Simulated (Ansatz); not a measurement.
# Run report: AlN, geometry relaxation (part 3 of 3)

The same run, continued: AlN (R3m, 2 atoms in the cell); DFT PBE+D3(BJ), scalar-relativistic, plane waves, PAW, no spin polarisation (Ansatz 0.2.0); cutoff 420 eV, 12×12×12 k-mesh, Gaussian smearing of 0.1 eV. The structure was made by swapping elements on the sites of another compound; it need not be a known phase. It belongs to a series of runs on one base structure; here: B -> Al on all its sites, cell and atoms relaxed.

Geometry of the input (Å; fractional positions):
```
1.4309  0.8262  3.7626
-1.4309  0.8262  3.7626
0.0000  -1.6523  3.7626
Al 0.9997  0.9997  0.9997
N  0.3327  0.3327  0.3327
```

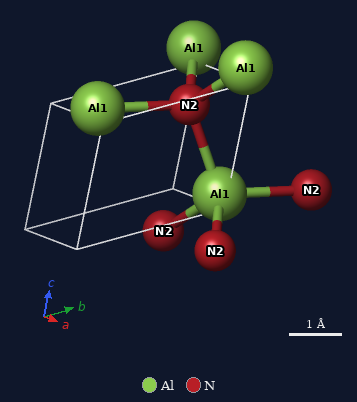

Fig. 1: The geometry at step 11 of the log (ball-and-stick view of the reduced cell, seen slightly off an axis; bonded neighbours outside the cell are drawn too; atoms are numbered from 1 in the order of the input).

### Trajectory as extended XYZ, continued
```
2
Lattice="1.5840 0.9145 2.4780 -1.5840 0.9145 2.4780 0.0000 -1.8290 2.4780" Properties=species:S:1:pos:R:3:forces:R:3 step=8 energy=-924.40032 pressure_GPa=-4.80
Al    0.0000    0.0000    7.6024    0.0000   0.0000   1.8100
N     0.0000    0.0000    2.3029    0.0000   0.0000  -1.8100
2
Lattice="1.5458 0.8925 2.5287 -1.5458 0.8925 2.5287 0.0000 -1.7850 2.5287" Properties=species:S:1:pos:R:3:forces:R:3 step=9 energy=-924.73248 pressure_GPa=-0.90
Al    0.0000    0.0000    7.8923    0.0000   0.0000   0.1958
N     0.0000    0.0000    2.2156    0.0000   0.0000  -0.1959
2
Lattice="1.5431 0.8909 2.5282 -1.5431 0.8909 2.5282 0.0000 -1.7818 2.5282" Properties=species:S:1:pos:R:3:forces:R:3 step=10 energy=-924.73438 pressure_GPa=-0.14
Al    0.0000    0.0000    7.8985    0.0000   0.0000   0.0000
N     0.0000    0.0000    2.2076    0.0000   0.0000   0.0000
2
Lattice="1.5431 0.8909 2.5282 -1.5431 0.8909 2.5282 0.0000 -1.7818 2.5282" Properties=species:S:1:pos:R:3:forces:R:3 step=11 energy=-924.74293 pressure_GPa=0.41
Al    0.0000    0.0000    7.8985    0.0000   0.0000   0.0007
N     0.0000    0.0000    2.2076    0.0000   0.0000  -0.0007
2
Lattice="1.5458 0.8925 2.5236 -1.5458 0.8925 2.5236 0.0000 -1.7850 2.5236" Properties=species:S:1:pos:R:3:forces:R:3 step=12 energy=-924.74304 pressure_GPa=0.06
Al    0.0000    0.0000    7.8829    0.0000   0.0000  -0.0024
N     0.0000    0.0000    2.2048    0.0000   0.0000   0.0024
2
Lattice="1.5458 0.8925 2.5236 -1.5458 0.8925 2.5236 0.0000 -1.7850 2.5236" Properties=species:S:1:pos:R:3:forces:R:3 step=13 energy=-924.74309 pressure_GPa=0.07
Al    0.0000    0.0000    7.8829    0.0000   0.0000  -0.0025
N     0.0000    0.0000    2.2048    0.0000   0.0000   0.0025
```

### Key numbers

- outcome: converged
- space group (tolerance 0.01 Å): R3m (160) → F-43m (216)
- electrons treated: 8
- free energy: −924.7431 eV
- Fermi energy: 8.606 eV
- gap on the k-point mesh: 3.32 eV
- pressure: 0.07 GPa
- final volume: 20.89 Å³
- largest force (length of the vector) at the end: 0.002 eV/Å
- final cell: a = 3.091 Å, b = 3.091 Å, c = 3.091 Å, α = 60.01°, β = 60.01°, γ = 60.01°
- hardware: 1 thread of Intel Xeon (Granite Rapids), 128 GiB of memory available, shared host
- wall time: 36 s
- peak memory: 0.41 GiB
